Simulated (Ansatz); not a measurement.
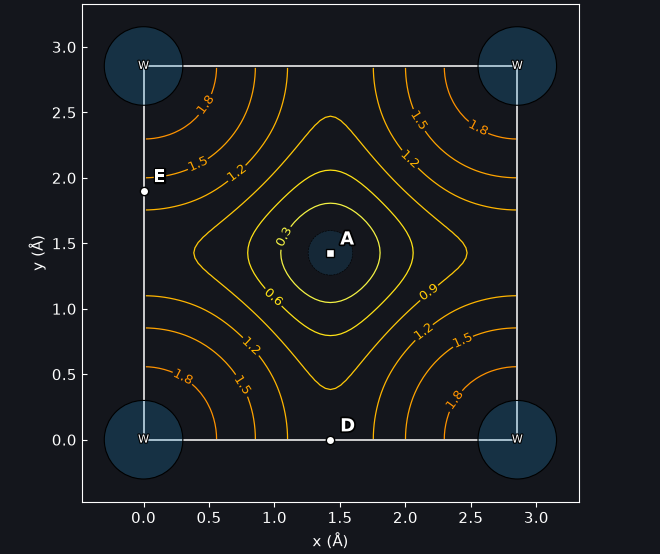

S on a W(100) slab cut from the Fm-3m phase, its upper half relaxed before the scan (12 atoms of substrate and one adsorbate in a 2 × 2 cell). S is moved over the surface cell; relaxed at each place: the height of the adsorbate's atoms; substrate rigid; the origin of the map has the adsorbate above W9. Places are given modulo a cell vector. The map is drawn in real space over the plane of the surface. The grid has 6 × 6 points; 10 points were computed and 26 follow by symmetry. Places are given in fractions of the 1 × 1 surface cell. All energies are given in eV relative to the lowest grid point. Computed with DFT PBE, scalar-relativistic, plane waves, PAW (Ansatz). Settings: cutoff 420 eV, k-mesh 5×5×1, gaussian smearing 0.1 eV, no spin polarisation.

In the figure: contour lines labelled in eV, labelled circles for the atoms of the top layer and small ones for the second layer, the outline of one cell of the plane, lettered points. Between grid points the surface is interpolated.

Question: Is A the lowest point of the computed grid?

Answer: Yes. A, at a fourfold hollow over a second-layer W atom, (3/6, 3/6) of the cell vectors, has the lowest energy of the grid.

Question: What kind of point is each of A, D, E: minimum, saddle, maximum or slope?

Answer: A: minimum; D: saddle point; E: on a slope. (In these two coordinates alone; a stationary point may lie a little off the grid point.)

PAW datasets: the set soft_1.
